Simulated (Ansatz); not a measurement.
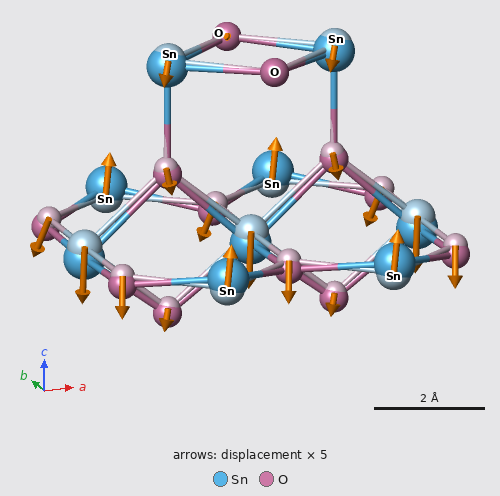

This is a relaxation of a slab of composition Sn₁₂O₂₄. The starting structure is drawn faded, the final one solid; orange arrows show the displacements, magnified 5 times.

A ball-and-stick model of the atoms within 4.2 Å of the atom that moves most (axes of the 2 × 1 repeat of the cell, outlined in the plane, without the vacuum (origin shifted)), seen slightly off an axis.

These are results of Ansatz 0.2.0, DFT, PBEsol, PAW, plane waves, not measurements.

Input file:
```yaml
crystal:
  lattice:
    - [0.000000, 0.000000, 3.212101]
    - [4.769046, -4.769046, 0.000000]
    - [22.962778, 22.962778, 0.000000]
  atoms:
    - { symbol: Sn, position: [0.002273, 0.998062, 0.758030] }
    - { symbol: Sn, position: [0.993342, 0.498191, 0.239578] }
    - { symbol: Sn, position: [0.006806, 0.001736, 0.344289] }
    - { symbol: Sn, position: [0.996079, 0.504967, 0.448063] }
    - { symbol: Sn, position: [0.995868, 0.002053, 0.552020] }
    - { symbol: Sn, position: [0.006232, 0.499126, 0.656316] }
    - { symbol: Sn, position: [0.502250, 0.497512, 0.759275] }
    - { symbol: Sn, position: [0.499915, 0.996021, 0.240656] }
    - { symbol: Sn, position: [0.498490, 0.504573, 0.343465] }
    - { symbol: Sn, position: [0.491208, 0.002140, 0.448994] }
    - { symbol: Sn, position: [0.499794, 0.504140, 0.551472] }
    - { symbol: Sn, position: [0.502244, 0.999715, 0.654831] }
    - { symbol: O, position: [0.005471, 0.001778, 0.200304] }
    - { symbol: O, position: [0.994317, 0.497931, 0.303273] }
    - { symbol: O, position: [0.002779, 0.004809, 0.408164] }
    - { symbol: O, position: [0.000801, 0.499677, 0.512203] }
    - { symbol: O, position: [0.995696, 0.004802, 0.614845] }
    - { symbol: O, position: [0.999548, 0.502518, 0.719860] }
    - { symbol: O, position: [0.998120, 0.500061, 0.799788] }
    - { symbol: O, position: [0.992290, 0.998656, 0.281767] }
    - { symbol: O, position: [0.993664, 0.496874, 0.383778] }
    - { symbol: O, position: [0.000961, 0.000121, 0.488752] }
    - { symbol: O, position: [0.000422, 0.504646, 0.592205] }
    - { symbol: O, position: [0.993637, 0.001149, 0.697600] }
    - { symbol: O, position: [0.503363, 0.197776, 0.758724] }
    - { symbol: O, position: [0.505658, 0.692732, 0.240154] }
    - { symbol: O, position: [0.493965, 0.194465, 0.344107] }
    - { symbol: O, position: [0.499653, 0.692537, 0.447806] }
    - { symbol: O, position: [0.501308, 0.193740, 0.551101] }
    - { symbol: O, position: [0.503704, 0.691833, 0.655973] }
    - { symbol: O, position: [0.501765, 0.806508, 0.760218] }
    - { symbol: O, position: [0.510577, 0.303365, 0.240680] }
    - { symbol: O, position: [0.503599, 0.804210, 0.343906] }
    - { symbol: O, position: [0.501899, 0.308376, 0.448518] }
    - { symbol: O, position: [0.498058, 0.804540, 0.551478] }
    - { symbol: O, position: [0.502812, 0.305160, 0.655461] }
kpoints:
  mp_grid: { grid: [6, 3, 1] }
hamiltonian:
  xc: pbesol
scf:
  occupations: { method: fermi_dirac, width: 0.01 }
relax:
  f_tol: 0.03
  max_steps: 80
  escape_saddle: false
  adjacent_minimum: "off"
output:
  forces: true
  eigenvalues: true
  populations: true
```

Run as
```bash
ansatz run in.yaml --threads 8 --pin off --max-ram 118750MiB --runs-dir r --events-out ev --progress --plain --backend cuda --devices 0, --max-vram 170GiB
```

Q: What did the optimiser do to the structure, and how much energy did it gain?

A: Over 4 geometry steps the energy falls by 1.303 eV per cell of the calculation. The largest force component goes from 2.6 to 0.014 eV/Å. Sn8 moves most relative to the layer's centre: 0.23 Å at 8° to the normal (−c side). Largest moves by element: Sn 0.23 Å, O 0.20 Å. The cell doesn't change. Some distances before and after: Sn8–O13 2.087 → 1.990 Å, Sn8–O20 2.070 → 2.165 Å, Sn8–O26 2.046 → 2.123 Å, Sn8–O13 (another image) 2.059 → 1.990 Å. Bond angles that change, for instance: Sn8–O13–Sn8 101.5° → 107.6°, O13–Sn8–O13 101.5° → 107.6°, O20–Sn8–O20 100.5° → 95.8°. The run took 6.6 s on 1 × NVIDIA GB200 with 8 threads of Arm Neoverse-V2, peak memory 2 GiB.
